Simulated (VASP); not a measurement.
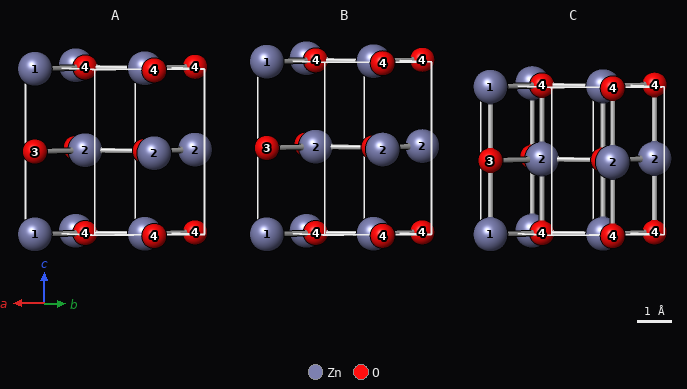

3 geometries from one relaxation of a crystal of ZnO (a generated structure, set up in P6_3/mmc), in shuffled order. The picture is a ball-and-stick view of the cell of the calculation, seen from a free direction.

The run lets cell and atoms move.

The calculation used Kohn-Sham DFT of a periodic cell, PBEsol, VASP PAW PBE potentials, recommended in VASP 6.6.1. Settings: plane-wave cutoff 600 eV; k-point mesh 6 × 6 × 2; occupations gaussian; smearing width 0.02 eV; no spin polarisation.

Q: Put them in the order of the run, from the start to the converged end.

A: B, A, C. They are steps 0, 3, 15, at +0.284 eV per cell of the calculation, +0.132 eV per cell of the calculation relative to the last. After 15 geometry steps the energy has fallen by 0.284 eV per cell of the calculation. All forces vanish by symmetry, so only the cell relaxes. Pressure: 5.69 GPa at the start and 0.00 GPa at the end. The atoms keep their places relative to the cell (all moves are under 0.005 Å). Cell: a = b 3.250 → 3.431 Å (+5.6 %), c 5.205 → 4.455 Å (−14.4 %). Volume −4.6 %. Near-neighbour distances that change, for instance: Zn1–O3 2.603 → 2.227 Å, Zn1–O4 1.876 → 1.981 Å. The space group stays P6_3/mmc (No. 194).

Limits of the set-up: layers or molecules are held without a dispersion correction, so their spacing is unreliable.
